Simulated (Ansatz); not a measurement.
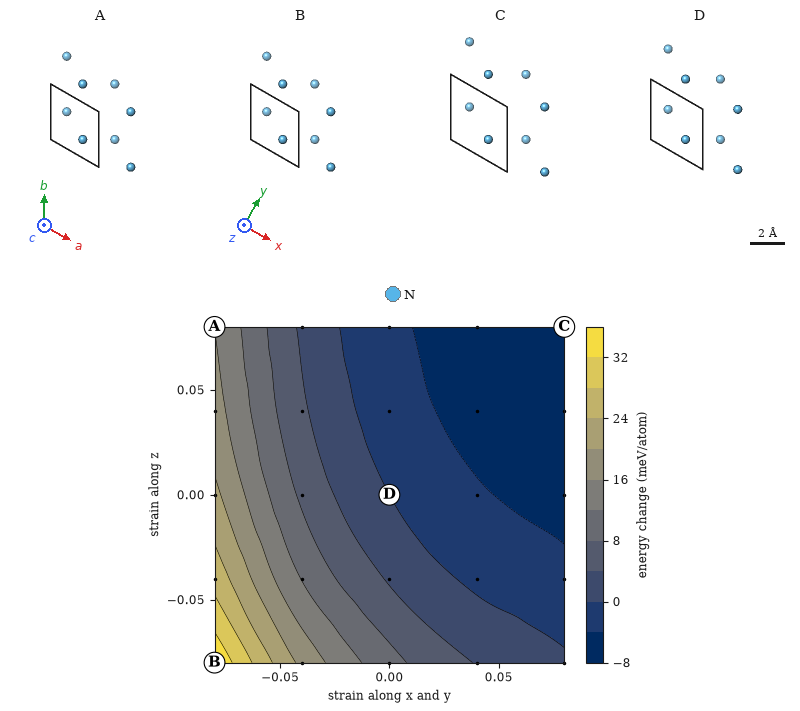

Energy scan for solid N (P6_3/mmc), in which the cell is strained equally along x and y and separately along z, with the atoms kept at their fractional coordinates. x, y and z are the Cartesian axes of the input. The map is interpolated between the computed points (dots). The lettered frames are marked on it. A ball-and-stick model of the cell of the calculation, repeated 2 × 2 × 1 with one cell outlined, seen along the c axis.

The calculation used DFT r2SCAN, scalar-relativistic, plane waves, PAW (Ansatz 0.2.0). Set-up: plane-wave cutoff 500 eV; k-point mesh 6 × 6 × 4; occupations gaussian; smearing width 0.05 eV; collinear spin. Energies (free energies at the smearing named) are counted from the cell as listed in its source, which wasn't relaxed.

Where is the lowest point of the map, and what else does it tell?

In pairs of (strain along x and y; strain along z): the lowest computed point lies at (0.080, 0.080) (−6.5 meV/atom), the highest at (−0.080, −0.080) (35.4 meV/atom). It lies on the edge of the grid, so the true minimum may be outside the range scanned. The pressure runs from 0.0 GPa at (0.080, 0.080) to 1.5 GPa at (−0.080, −0.080). The frames lie at A (−0.080, 0.080): 16.0 meV/atom, B (−0.080, −0.080): 35.4 meV/atom, C (0.080, 0.080): −6.5 meV/atom, D (0.000, 0.000): 0.0 meV/atom.

Limits of the set-up: layers or molecules are held without a dispersion correction, so their spacing is unreliable.
